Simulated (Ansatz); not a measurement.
# Cobalt, dhcp under LDA: from relaxation to bulk modulus, part 2 of 2

What does LDA give for cobalt in the dhcp structure? We relax it, solve it on a dense k-mesh, then scale the cell to 7 volumes from 88 to 112 % of the relaxed one and try a fit of the equation of state. The start is ferromagnetic. The k-meshes are 14×14×4 for the relaxation; 20×20×6 for the dense run; 17×17×5 for the volumes.

Ansatz 0.2.0; DFT, LDA (PW92), plane waves (420 eV) with PAW, scalar-relativistic. Earlier steps stand in the parts before.

### 5 Volume × 0.92

File input.yaml:

```yaml
crystal:
  lattice:
    - [2.3601240426, 0.0, 0.0]
    - [-1.1800620213, 2.0439273769, 0.0]
    - [0.0, 0.0, 7.6489955262]
  atoms:
    - { symbol: Co, position: [1.0, 0.0, 1.0], spin: 1.58 }
    - { symbol: Co, position: [1.0, 0.0, 0.5], spin: 1.58 }
    - { symbol: Co, position: [0.3333333333, 0.6666666667, 0.25], spin: 1.6 }
    - { symbol: Co, position: [0.6666666667, 0.3333333333, 0.75], spin: 1.6 }
hamiltonian:
  xc: lda
  pseudopotentials:
    kind: paw
    azcp:
      Co: "pseudopotentials/Co.paw.azcp"
basis:
  ecutwfc: 420
  fft_grid_basis: typed
kpoints:
  mp_grid: { grid: [17, 17, 5], shift: [0, 0, 0] }
magnetization:
  spin_polarized: true
scf:
  occupations: { method: fermi_dirac, width: 0.05 }
  lower_state_search: "off"
output:
  stress: true
```

Log, shortened:

```text
Warning: <dir> the record states the generating functional pbe (its physics header spells it `PBE`), which answers neither for hamiltonian.xc's functional nor for the lda family's — results may be inconsistent (PPs are generated against a specific XC)
Warning: RAYON_NUM_THREADS=2 ignored (pool sized by the plan → 2); use --threads N
[...]
Pseudopotentials: kind: paw
Pseudopotential: Co, paw, valence charge 17, recommended cutoff 420 eV (normal), <dir>
Functional definition: SPW92
[...]
Crystal: 4 atoms, lattice volume = 36.898 Å³
Basis set: ecut = 420 eV, 721 PW (Γ)
Bands: 45, of which v1, the nominal top of the filled ones, is band 34 counted from 1 (33 counted from 0)
Symmetry: 24 space group operations
Space group: P63/mmc (ITA 194), of the structure as read, at distance tolerance 3.3e-5 Å
Magnetic group: BNS 194.263 (UNI 1493), of the structure as read, at distance tolerance 3.3e-5 Å
k-points: 99 of 1445
[...]
Starting moments: Σ|m| = 6.36 μB on 4 of 4 sites
[...]
spin-set hold released at iteration 8 (site moments contracting): the magnetisation degrees of freedom join the quasi-Newton model from the next iteration; the mixer history was flushed
[...]
SCF iter  17: F=-20250.785850 eV  HF=-20250.785850 eV  |F-HF|=1.41e-8  |Δ(HF+E_count)|=   1.35e-7  Δρ=4.05e-6 (↑2.77e-6 ↓4.05e-6)  dr2=1.59e-8  dr2_m=2.22e-9  M=5.769 μB ∫|m|=6.065 μB  ethr=1.47e-10  ⟨swp⟩=3.0  Hψ=31200  notcnv=0
[...]
SCF converged after 17 iterations
Magnetization: 5.7685 μB (36.8843 up, 31.1157 down)
Absolute magnetization: 6.0679 μB (∫|ρ↑−ρ↓|, with the PAW one-centre terms)
Spin contamination: 0.0473 ħ² per cell (⟨S²⟩ above its minimum at these occupations)
Per-site moments (μB) at R_I (Å): [(1.4662333430171943, 0.9685781335444188), (1.466233343017194, 0.9685781335444188), (1.485267658021378, 0.9685781335444188), (1.4852676580213775, 0.9685781335444188)]
Free energy (F): -20250.785850 eV
[...]
E sigma→0 (E₀):  -20250.769136 eV
Entropy (-TS):   -0.033428 eV (-8.357 meV/atom)
Fermi energy:    22.215054 eV
[...]
--- Stress (GPa, compression-positive) ---
       27.455836       0.000000       0.000000
       -0.000000      27.455836       0.000000
        0.000000       0.000000      27.223592
  P = ⅓ Tr σ = 27.3784 GPa (273.784 kbar)
```

Wall time 13 s (2 threads of an Arm CPU, shared host); peak memory 0.45 GiB.

### 6 Volume × 0.96

Changes to input.yaml since step 5:

```diff
@@ -2,5 +2,5 @@
   lattice:
-    - [2.3601240426, 0.0, 0.0]
-    - [-1.1800620213, 2.0439273769, 0.0]
-    - [0.0, 0.0, 7.6489955262]
+    - [2.3938446562, 0.0, 0.0]
+    - [-1.1969223281, 2.0731302849, 0.0]
+    - [0.0, 0.0, 7.758281656]
   atoms:
```

Log, shortened:

```text
Warning: <dir> the record states the generating functional pbe (its physics header spells it `PBE`), which answers neither for hamiltonian.xc's functional nor for the lda family's — results may be inconsistent (PPs are generated against a specific XC)
Warning: RAYON_NUM_THREADS=2 ignored (pool sized by the plan → 2); use --threads N
[...]
[... 3 set-up lines as earlier in the session ...]
[...]
Crystal: 4 atoms, lattice volume = 38.502 Å³
Basis set: ecut = 420 eV, 727 PW (Γ)
Bands: 45, of which v1, the nominal top of the filled ones, is band 34 counted from 1 (33 counted from 0)
[... 2 set-up lines as earlier in the session ...]
Magnetic group: BNS 194.263 (UNI 1493), of the structure as read, at distance tolerance 3.4e-5 Å
k-points: 99 of 1445
[...]
Starting moments: Σ|m| = 6.36 μB on 4 of 4 sites
[...]
spin-set hold released at iteration 6 (site moments contracting): the magnetisation degrees of freedom join the quasi-Newton model from the next iteration; the mixer history was flushed
[...]
SCF iter  17: F=-20250.982220 eV  HF=-20250.982220 eV  |F-HF|=1.01e-8  |Δ(HF+E_count)|=   3.51e-9  Δρ=4.20e-6 (↑1.29e-6 ↓4.20e-6)  dr2=1.11e-8  dr2_m=8.28e-10  M=5.986 μB ∫|m|=6.318 μB  ethr=1.47e-10  ⟨swp⟩=2.2  Hψ=16546  notcnv=0
[...]
SCF converged after 17 iterations
Magnetization: 5.9856 μB (36.9928 up, 31.0072 down)
Absolute magnetization: 6.3199 μB (∫|ρ↑−ρ↓|, with the PAW one-centre terms)
Spin contamination: 0.0544 ħ² per cell (⟨S²⟩ above its minimum at these occupations)
Per-site moments (μB) at R_I (Å): [(1.5242140423356234, 0.9824168337072013), (1.524214042335624, 0.9824168337072013), (1.5448910928094113, 0.9824168337072013), (1.5448910928094113, 0.9824168337072013)]
Free energy (F): -20250.982220 eV
[...]
E sigma→0 (E₀):  -20250.967952 eV
Entropy (-TS):   -0.028536 eV (-7.134 meV/atom)
Fermi energy:    21.115467 eV
[...]
--- Stress (GPa, compression-positive) ---
       12.309828       0.000000      -0.000000
        0.000000      12.309828       0.000000
       -0.000000       0.000000      12.386217
  P = ⅓ Tr σ = 12.3353 GPa (123.353 kbar)
```

Run time: 12 s. Hardware: 2 threads of an Arm CPU, shared host; peak memory 0.47 GiB.

### 7 Volume × 1.0

Changes to input.yaml since step 6:

```diff
@@ -2,5 +2,5 @@
   lattice:
-    - [2.3938446562, 0.0, 0.0]
-    - [-1.1969223281, 2.0731302849, 0.0]
-    - [0.0, 0.0, 7.758281656]
+    - [2.4266411241, 0.0, 0.0]
+    - [-1.2133205621, 2.1015328593, 0.0]
+    - [0.0, 0.0, 7.8645726951]
   atoms:
```

Log, shortened:

```text
Warning: <dir> the record states the generating functional pbe (its physics header spells it `PBE`), which answers neither for hamiltonian.xc's functional nor for the lda family's — results may be inconsistent (PPs are generated against a specific XC)
Warning: RAYON_NUM_THREADS=2 ignored (pool sized by the plan → 2); use --threads N
[...]
[... 3 set-up lines as earlier in the session ...]
[...]
Crystal: 4 atoms, lattice volume = 40.107 Å³
Basis set: ecut = 420 eV, 753 PW (Γ)
Bands: 45, of which v1, the nominal top of the filled ones, is band 34 counted from 1 (33 counted from 0)
[... 2 set-up lines as earlier in the session ...]
Magnetic group: BNS 194.263 (UNI 1493), of the structure as read, at distance tolerance 3.4e-5 Å
k-points: 99 of 1445
[...]
Starting moments: Σ|m| = 6.36 μB on 4 of 4 sites
[...]
SCF iter  19: F=-20251.042505 eV  HF=-20251.042505 eV  |F-HF|=9.71e-9  |Δ(HF+E_count)|=   6.77e-9  Δρ=4.44e-6 (↑1.12e-6 ↓4.44e-6)  dr2=1.07e-8  dr2_m=1.20e-9  M=6.132 μB ∫|m|=6.497 μB  ethr=9.10e-11  ⟨swp⟩=2.0  Hψ=25000  notcnv=0
[...]
SCF converged after 19 iterations
an eigenvalue changed by more than its tolerance at an iteration that met the thresholds in force, so the SCF went on 1 time: the last check found none over its tolerance
Magnetization: 6.1320 μB (37.0660 up, 30.9340 down)
Absolute magnetization: 6.4986 μB (∫|ρ↑−ρ↓|, with the PAW one-centre terms)
Spin contamination: 0.0610 ħ² per cell (⟨S²⟩ above its minimum at these occupations)
Per-site moments (μB) at R_I (Å): [(1.5655658224353228, 0.9958762710737192), (1.565565822435323, 0.995876271073719), (1.5848539572768345, 0.9958762710737192), (1.5848539572768345, 0.995876271073719)]
Free energy (F): -20251.042505 eV
[...]
E sigma→0 (E₀):  -20251.028106 eV
Entropy (-TS):   -0.028797 eV (-7.199 meV/atom)
Fermi energy:    20.108092 eV
[...]
--- Stress (GPa, compression-positive) ---
        0.157425      -0.000000       0.000000
       -0.000000       0.157425       0.000000
        0.000000       0.000000       0.204567
  P = ⅓ Tr σ = 0.1731 GPa (1.731 kbar)
```

It took 17 s on 2 threads of an Arm CPU, shared host; peak memory 0.48 GiB.

### 8 Volume × 1.04

Changes to input.yaml since step 7:

```diff
@@ -2,5 +2,5 @@
   lattice:
-    - [2.4266411241, 0.0, 0.0]
-    - [-1.2133205621, 2.1015328593, 0.0]
-    - [0.0, 0.0, 7.8645726951]
+    - [2.4585742746, 0.0, 0.0]
+    - [-1.2292871373, 2.1291877789, 0.0]
+    - [0.0, 0.0, 7.9680657831]
   atoms:
```

Log, shortened:

```text
Warning: <dir> the record states the generating functional pbe (its physics header spells it `PBE`), which answers neither for hamiltonian.xc's functional nor for the lda family's — results may be inconsistent (PPs are generated against a specific XC)
Warning: RAYON_NUM_THREADS=2 ignored (pool sized by the plan → 2); use --threads N
[...]
[... 3 set-up lines as earlier in the session ...]
[...]
Crystal: 4 atoms, lattice volume = 41.711 Å³
Basis set: ecut = 420 eV, 789 PW (Γ)
Bands: 45, of which v1, the nominal top of the filled ones, is band 34 counted from 1 (33 counted from 0)
[... 2 set-up lines as earlier in the session ...]
Magnetic group: BNS 194.263 (UNI 1493), of the structure as read, at distance tolerance 3.5e-5 Å
k-points: 99 of 1445
[...]
Starting moments: Σ|m| = 6.36 μB on 4 of 4 sites
[...]
SCF iter  17: F=-20250.994289 eV  HF=-20250.994289 eV  |F-HF|=5.85e-9  |Δ(HF+E_count)|=   1.10e-9  Δρ=2.89e-6 (↑1.06e-6 ↓2.89e-6)  dr2=6.13e-9  dr2_m=3.64e-10  M=6.281 μB ∫|m|=6.678 μB  ethr=8.31e-11  ⟨swp⟩=2.0  Hψ=22704  notcnv=0
[...]
SCF converged after 17 iterations
an eigenvalue changed by more than its tolerance at an iteration that met the thresholds in force, so the SCF went on 1 time: the last check found none over its tolerance
Magnetization: 6.2812 μB (37.1406 up, 30.8594 down)
Absolute magnetization: 6.6793 μB (∫|ρ↑−ρ↓|, with the PAW one-centre terms)
Spin contamination: 0.0681 ħ² per cell (⟨S²⟩ above its minimum at these occupations)
Per-site moments (μB) at R_I (Å): [(1.606952244816916, 1.0089814090889095), (1.6069522448169147, 1.0089814090889095), (1.625680302228924, 1.0089814090889095), (1.625680302228924, 1.0089814090889095)]
Free energy (F): -20250.994289 eV
[...]
E sigma→0 (E₀):  -20250.979283 eV
Entropy (-TS):   -0.030011 eV (-7.503 meV/atom)
Fermi energy:    19.178629 eV
[...]
--- Stress (GPa, compression-positive) ---
       -9.317574       0.000000      -0.000000
        0.000000      -9.317574      -0.000000
       -0.000000      -0.000000      -9.639910
  P = ⅓ Tr σ = -9.4250 GPa (-94.250 kbar)
```

It took 16 s on 2 threads of an Arm CPU, shared host; peak memory 0.49 GiB.

### 9 Volume × 1.08

Changes to input.yaml since step 8:

```diff
@@ -2,5 +2,5 @@
   lattice:
-    - [2.4585742746, 0.0, 0.0]
-    - [-1.2292871373, 2.1291877789, 0.0]
-    - [0.0, 0.0, 7.9680657831]
+    - [2.4896987721, 0.0, 0.0]
+    - [-1.2448493861, 2.1561423844, 0.0]
+    - [0.0, 0.0, 8.0689380837]
   atoms:
```

Log, shortened:

```text
Warning: <dir> the record states the generating functional pbe (its physics header spells it `PBE`), which answers neither for hamiltonian.xc's functional nor for the lda family's — results may be inconsistent (PPs are generated against a specific XC)
Warning: RAYON_NUM_THREADS=2 ignored (pool sized by the plan → 2); use --threads N
[...]
[... 3 set-up lines as earlier in the session ...]
[...]
Crystal: 4 atoms, lattice volume = 43.315 Å³
Basis set: ecut = 420 eV, 813 PW (Γ)
Bands: 45, of which v1, the nominal top of the filled ones, is band 34 counted from 1 (33 counted from 0)
[... 2 set-up lines as earlier in the session ...]
Magnetic group: BNS 194.263 (UNI 1493), of the structure as read, at distance tolerance 3.5e-5 Å
k-points: 99 of 1445
[...]
Starting moments: Σ|m| = 6.36 μB on 4 of 4 sites
[...]
SCF iter  18: F=-20250.860118 eV  HF=-20250.860118 eV  |F-HF|=4.49e-8  |Δ(HF+E_count)|=   1.98e-6  Δρ=7.76e-6 (↑6.12e-6 ↓7.76e-6)  dr2=4.75e-8  dr2_m=1.34e-9  M=6.406 μB ∫|m|=6.835 μB  ethr=1.33e-10  ⟨swp⟩=2.4  Hψ=30569  notcnv=0
[...]
SCF converged after 18 iterations
an eigenvalue changed by more than its tolerance at an iteration that met the thresholds in force, so the SCF went on 2 times, its first undamped step at iteration 16: the last check found none over its tolerance
Magnetization: 6.4063 μB (37.2032 up, 30.7968 down)
Absolute magnetization: 6.8359 μB (∫|ρ↑−ρ↓|, with the PAW one-centre terms)
Spin contamination: 0.0755 ħ² per cell (⟨S²⟩ above its minimum at these occupations)
Per-site moments (μB) at R_I (Å): [(1.6428230506344805, 1.0217546816491287), (1.64282305063448, 1.0217546816491287), (1.6598141347801805, 1.0217546816491287), (1.6598141347801816, 1.0217546816491287)]
Free energy (F): -20250.860118 eV
[...]
E sigma→0 (E₀):  -20250.844888 eV
Entropy (-TS):   -0.030459 eV (-7.615 meV/atom)
Fermi energy:    18.319451 eV
[...]
--- Stress (GPa, compression-positive) ---
      -16.914002       0.000000       0.000000
        0.000000     -16.914002       0.000000
        0.000000       0.000000     -17.469598
  P = ⅓ Tr σ = -17.0992 GPa (-170.992 kbar)
```

Wall time 19 s (2 threads of an Arm CPU, shared host); peak memory 0.5 GiB.

### 10 Volume × 1.12

Changes to input.yaml since step 9:

```diff
@@ -2,5 +2,5 @@
   lattice:
-    - [2.4896987721, 0.0, 0.0]
-    - [-1.2448493861, 2.1561423844, 0.0]
-    - [0.0, 0.0, 8.0689380837]
+    - [2.5200639449, 0.0, 0.0]
+    - [-1.2600319725, 2.1824393954, 0.0]
+    - [0.0, 0.0, 8.1673494666]
   atoms:
```

Log, shortened:

```text
Warning: <dir> the record states the generating functional pbe (its physics header spells it `PBE`), which answers neither for hamiltonian.xc's functional nor for the lda family's — results may be inconsistent (PPs are generated against a specific XC)
Warning: RAYON_NUM_THREADS=2 ignored (pool sized by the plan → 2); use --threads N
[...]
[... 3 set-up lines as earlier in the session ...]
[...]
Crystal: 4 atoms, lattice volume = 44.919 Å³
Basis set: ecut = 420 eV, 909 PW (Γ)
Bands: 45, of which v1, the nominal top of the filled ones, is band 34 counted from 1 (33 counted from 0)
[... 1 set-up line as earlier in the session ...]
Space group: P63/mmc (ITA 194), of the structure as read, at distance tolerance 3.6e-5 Å
Magnetic group: BNS 194.263 (UNI 1493), of the structure as read, at distance tolerance 3.6e-5 Å
k-points: 99 of 1445
[...]
Starting moments: Σ|m| = 6.36 μB on 4 of 4 sites
[...]
spin-set hold released at iteration 9 (site moments contracting): the magnetisation degrees of freedom join the quasi-Newton model from the next iteration; the mixer history was flushed
[...]
SCF iter  16: F=-20250.656875 eV  HF=-20250.656875 eV  |F-HF|=4.76e-9  |Δ(HF+E_count)|=   1.64e-7  Δρ=7.52e-6 (↑3.87e-6 ↓7.52e-6)  dr2=1.97e-8  dr2_m=1.54e-9  M=6.505 μB ∫|m|=6.964 μB  ethr=1.47e-10  ⟨swp⟩=2.8  Hψ=32009  notcnv=0
[...]
SCF converged after 16 iterations
Magnetization: 6.5054 μB (37.2527 up, 30.7473 down)
Absolute magnetization: 6.9655 μB (∫|ρ↑−ρ↓|, with the PAW one-centre terms)
Spin contamination: 0.0825 ħ² per cell (⟨S²⟩ above its minimum at these occupations)
Per-site moments (μB) at R_I (Å): [(1.6721172160850433, 1.0342163327546379), (1.6721172160850444, 1.0342163327546376), (1.686899785950153, 1.0342163327546379), (1.6868997859501538, 1.0342163327546376)]
Free energy (F): -20250.656875 eV
[...]
E sigma→0 (E₀):  -20250.641102 eV
Entropy (-TS):   -0.031545 eV (-7.886 meV/atom)
Fermi energy:    17.522044 eV
[...]
--- Stress (GPa, compression-positive) ---
      -23.105807       0.000000       0.000000
        0.000000     -23.105807       0.000000
        0.000000       0.000000     -23.543864
  P = ⅓ Tr σ = -23.2518 GPa (-232.518 kbar)
```

Run time: 14 s. Hardware: 2 threads of an Arm CPU, shared host; peak memory 0.5 GiB.

### 11 Energy and pressure against volume

The cell was scaled evenly, with its shape and the fractional positions fixed.

```tsv
V (Å³/atom)	E − E₀ (meV/atom)	P from the stress (GPa)	P from the fit (GPa)	largest moment (μB)
8.823	157.1	44.58	47.02	1.32
9.225	64.7	27.38	27.68	1.49
9.626	15.0	12.34	12.37	1.54
10.027	0.0	0.17	0.20	1.58
10.428	12.2	-9.43	-9.47	1.63
10.829	45.8	-17.10	-17.17	1.66
11.230	96.7	-23.25	-23.29	1.69
```

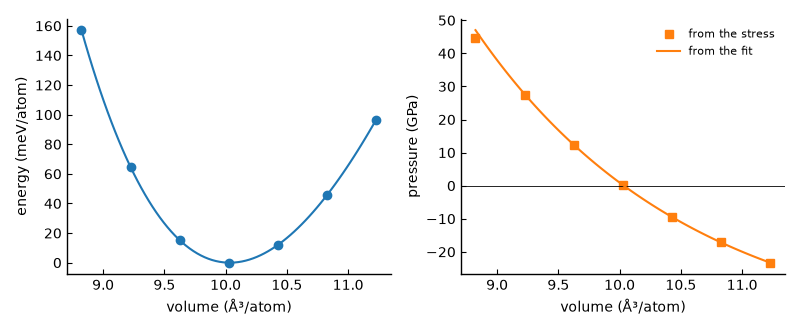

Energy and pressure against volume; the lines are the Birch-Murnaghan fit.

Fit (Birch-Murnaghan, third order): V₀ = 10.034 Å³/atom, B₀ = 270 GPa, B₀′ = 4.7, largest residual 0.16 meV/atom.

The fit is made to E(σ → 0), while the stress belongs to the free energy F; that is one source of the offset between the two pressures.

### 12 Results

The summary covers parts 1 to 2.

```
                      quantity                                   value
space group (spins left aside)                      P6_3/mmc (No. 194)
             conventional cell  a = 2.427 Å, c = 7.865 Å (c/a = 3.241)
                        volume                          10.027 Å³/atom
             shortest distance                                 2.414 Å
               gap on the mesh            none (levels filled in part)
                magnetic state   ferromagnetic, up to 1.60 μB per atom
relative to hcp, ferromagnetic                            +11 meV/atom
                   V₀, B₀, B₀′            10.034 Å³/atom, 270 GPa, 4.7
```

**Reading.** The relaxation shrank the cell by 9.5 % in volume. It lies 11 meV/atom above the element's reference form at the same level (hcp, ferromagnetic, from a run of its own). It ends ferromagnetic, with up to 1.60 μB per atom. No gap shows: it is a metal or semimetal at this level. The fitted modulus is 270 GPa; letting shape and positions relax at each volume could only lower it. Relaxation kept the symmetry; phonons were not checked.
